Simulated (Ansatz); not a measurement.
## Electronic structure of Mg5O4 (slab) in real space

Input

```
crystal:
  lattice:
    - [3.0079232189, 0.0, 0.0]
    - [-1.5039616095, 2.6049379202, 0.0]
    - [0.0, 0.0, 24.8238360958]
  atoms:
    - { symbol: Mg, position: [0.6666666667, 0.3333333333, 0.3021289687] }
    - { symbol: O, position: [0.0, 0.0, 0.3515967266] }
    - { symbol: Mg, position: [0.3333333333, 0.6666666667, 0.4010644844] }
    - { symbol: O, position: [0.6666666667, 0.3333333333, 0.4505322422] }
    - { symbol: Mg, position: [0.0, 0.0, 0.5] }
    - { symbol: O, position: [0.3333333333, 0.6666666667, 0.5494677578] }
    - { symbol: Mg, position: [0.6666666667, 0.3333333333, 0.5989355156] }
    - { symbol: O, position: [0.0, 0.0, 0.6484032734] }
    - { symbol: Mg, position: [0.3333333333, 0.6666666667, 0.6978710313] }
basis:
  ecutwfc: 420
kpoints:
  mp_grid: { grid: [9, 9, 1] }
hamiltonian:
  xc: pbe
scf:
  occupations: { method: gaussian, width: 0.05 }
output:
  forces: true
  stress: true
  eigenvalues: true
  write_density: true
  write_potential: true
  elf: true
  volumetric_format: npy
efield:
  axis: 3
  dipole_correction: true
  ramp_width: 0.04
```

Launched as:

```sh
ansatz run input.yaml --threads 1 --pin off --max-ram 2560MiB --backend cpu --events-out ev --progress --plain --runs-dir out
```

Not relaxed (largest force 0.5 eV/Å).

The calculation used DFT PBE, scalar-relativistic, plane waves, PAW (Ansatz).

Core electrons are frozen (PAW), and the valence fields are smoothed inside the atomic spheres.

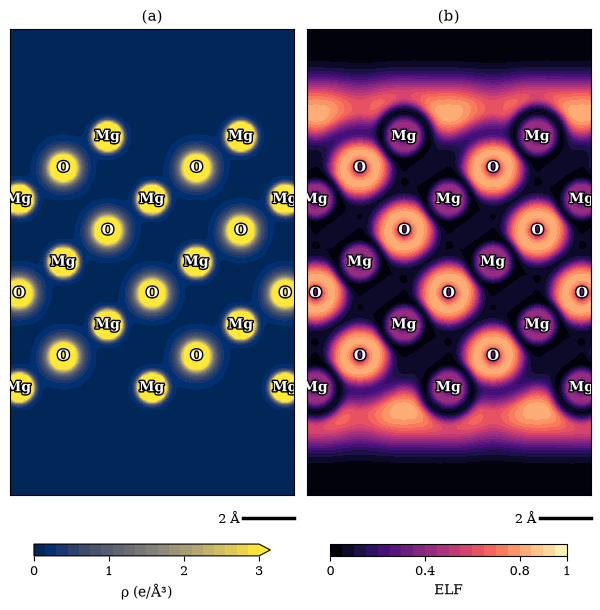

Figure 1. (a) valence pseudo-density; (b) ELF on the (110) plane of the calculation cell, a cut from vacuum to vacuum.

### What do the fields say about this system?

- Atoms in the plane: Mg and O.
- Mg–O (2.13 Å): ρ is about 0.32 e/Å³ halfway; the ELF peaks at about 0.85 in the valence shell of O, 0.6 Å from its nucleus, and is about 0.35 at the midpoint.
- The density dies away to nearly zero in the vacuum.

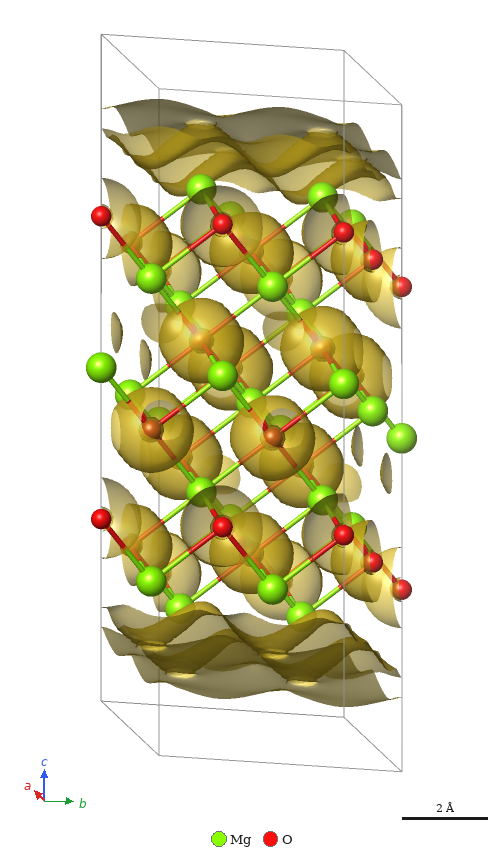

Figure 2. Isosurface of the electron localisation function at 0.6 (yellow), seen at an oblique angle. Only the valence region is drawn (cores and ρ < 0.01 e/Å³ removed). Sticks mark near contacts.

### Describe the localisation domains.

At this value the surface marks out four regions wrapped around O (the valence shell of each) and sheets that run through the cell in two directions, counted in one cell of 9 atoms. Counts are for one cell; the picture repeats the cell along the surface.

### Does the calculation make it a metal, or give it a gap?

It is gapless in this calculation (a metal or semimetal).
